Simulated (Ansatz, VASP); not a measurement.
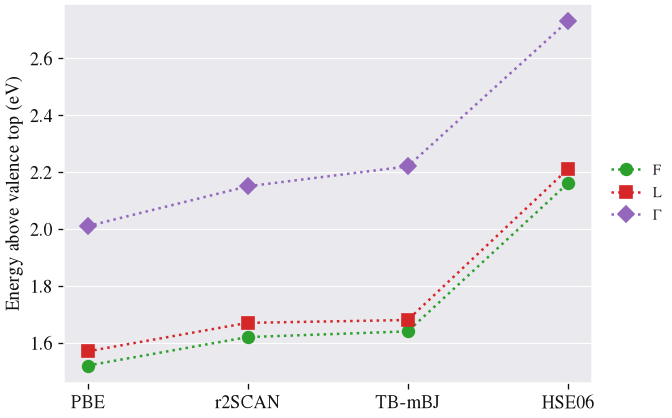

Lowest conduction level at each named k point, counted from the valence-band top at Z, by several methods on one cell of MoS₂, space group R3m, 3 atoms in the primitive cell; a = 3.160 Å, c = 18.450 Å (hexagonal axes). All runs are without spin-orbit coupling and carry no moments. In reduced coordinates of the cell that was run, F is (0.5, 0.5, 0), L is (0.5, 0, 0) and Z is (0.5, 0.5, 0.5). The cell is at 5 GPa in PBE. The smallest gap lies off these points.

```csv
method,program,F (eV),L (eV),Γ (eV)
PBE,Ansatz,1.52,1.57,2.01
r2SCAN,Ansatz,1.62,1.67,2.15
TB-mBJ,VASP,1.64,1.68,2.22
HSE06,Ansatz,2.16,2.21,2.73
```

**Estimate the PBE0 values. It was run as: PBE0, Ansatz PAW, 6×6×6 k mesh, 420 eV cutoff, Fermi-Dirac smearing of 0.05 eV (Ansatz).**

PBE0 keeps the long-range exact exchange that HSE06 screens off, so it lies above HSE06, here by 0.68 eV at F. PBE0 gives 2.84 eV at F, 2.90 eV at L and 3.42 eV at Γ, which is +1.32 eV from PBE at F.

**Does PBE0 shift these levels rigidly from PBE?**

The shifts are +1.32 eV at F, +1.33 eV at L and +1.41 eV at Γ, and at points that aren't plotted +1.42 eV (Z): over the named points that both runs hold, a spread of 0.10 eV on a mean of 1.37 eV, so one shift describes them well.

**How do the methods rank at F?**

From low to high: PBE 1.52, r2SCAN 1.62, TB-mBJ 1.64, HSE06 2.16, PBE0 2.84 eV. Too close to rank are r2SCAN against TB-mBJ (different programs, potentials and cutoffs).

Settings. PBE: Ansatz PAW, 10×10×10 k mesh, 420 eV cutoff, Fermi-Dirac smearing of 0.05 eV (Ansatz). r2SCAN: Ansatz PAW, 10×10×10 k mesh, 500 eV cutoff, Fermi-Dirac smearing of 0.05 eV (Ansatz 0.2.0). TB-mBJ: VASP PAW PBE potentials, release 64 (Mo_sv, S), 10×10×10 k mesh, 520 eV cutoff, Gaussian smearing of 0.02 eV (VASP 6.6.1). HSE06: Ansatz PAW, 8×8×8 k mesh, 420 eV cutoff, Fermi-Dirac smearing of 0.05 eV (Ansatz 0.2.0).

These are five of the 10 methods that were run on this cell. The runs come from different programs and meshes, which adds differences of its own. Spin-orbit coupling is left out, which matters for Mo. r2SCAN, TB-mBJ, HSE06 and PBE0: the PAW data sets were made with another functional. LDA, GGA and most meta-GGA functionals understate gaps. TB-mBJ: this is a model potential built to give gaps, with no total energy. PBE0: the k mesh is thin for exact exchange. Over all k points computed the smallest gap is 0.95 eV in PBE (mesh alone), 1.06 eV in r2SCAN (mesh alone), 1.04 eV in TB-mBJ, 1.39 eV in HSE06 and 2.03 eV in PBE0 (mesh alone). In reduced coordinates of the cell that was run, Z is (0.5, 0.5, 0.5).
